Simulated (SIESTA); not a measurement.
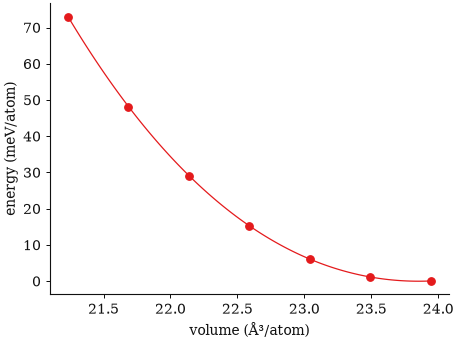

The picture above shows the energy against volume for GaAs, space group F-43m (No. 216).

Starting cell:
```
As Ga
1.0
     0.00000    2.82685    2.82685
     2.82685    0.00000    2.82685
     2.82685    2.82685    0.00000
As Ga
1 1
Direct
  0.75000 0.75000 0.75000
  0.00000 0.00000 0.00000
```

Computed with SIESTA 5.4.2: DFT in numerical atomic orbitals with pseudopotentials, no spin polarisation; energies at scaled volumes of the given cell, shape and fractions fixed, counted from the fit's minimum, third-order Birch-Murnaghan fit. Level: PBE.

```
         setting                                                                     value
          k mesh                                                                     8×8×8
     occupations                                                               Fermi–Dirac
  smearing width                                                                   0.05 eV
      potentials  PseudoDojo 0.4 standard, converted to PSML, two zetas on semicore shells
program settings                                             basis DZP, mesh cutoff 800 Ry
```

This calculation gives: equilibrium volume 23.85 Å³/atom and bulk modulus 66.4 GPa.

Now Ga is replaced by B on all its sites, which gives BAs in the same structure. How do these quantities change?

The equilibrium volume falls from 23.85 to 14.15 Å³/atom (−41 %) and the bulk modulus rises from 66.4 to 115.4 GPa (+74 %).

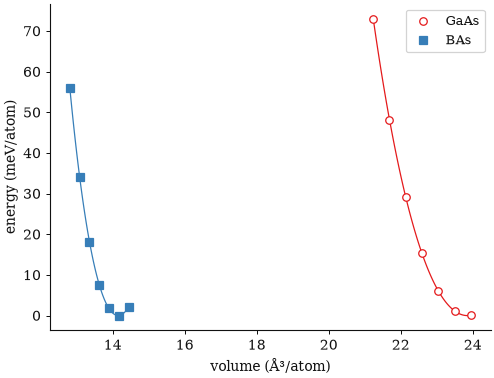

The two results together.

For GaAs, limits of the calculation: the fit and the printed pressures don't fully agree, or the minimum lies near the end of the range; mulliken charges of long orbitals.

For BAs, limits of the calculation: mulliken charges of long orbitals.

V0 and the bulk modulus come from third-order Birch–Murnaghan fits.
